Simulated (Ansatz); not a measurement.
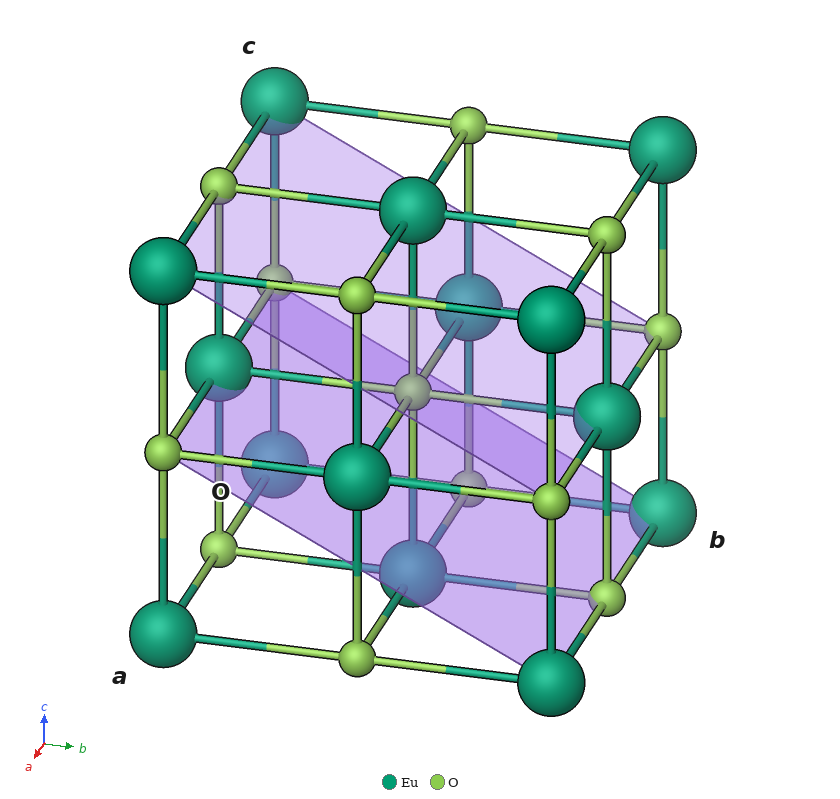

For EuO, the input geometry of an electronic-structure calculation (not necessarily at equilibrium); the starting structure was generated, so it need not be a known form of this composition: every member of one family of equally spaced planes, hx + ky + lz = a whole number, that cuts the unit cell is shaded (one member passes through the origin O, touching the cell only at an edge or corner). Symmetry computed with spglib at a tolerance of 0.002 Å; standard conventional cell.

a = 5.061 Å, b = 5.061 Å, c = 5.061 Å, α = 90.00°, β = 90.00°, γ = 90.00°.

Which (hkl) family is drawn?

(0 1 2); the opposite sign names the same planes. The member next to the origin meets the axes a never, b at 1, c at 1/2.

What is the spacing?

d = 2.263 Å.

Which atoms of the cell lie in these planes (within 0.03 Å)?

2 of the 4 Eu, 2 of the 4 O.

The space group is Fm-3m, No. 225. How many reflections hkl are equivalent to this one (itself included), and does it occur?

24 reflections are equivalent in the Laue class m-3m. The reflection is systematically absent, by the centring.
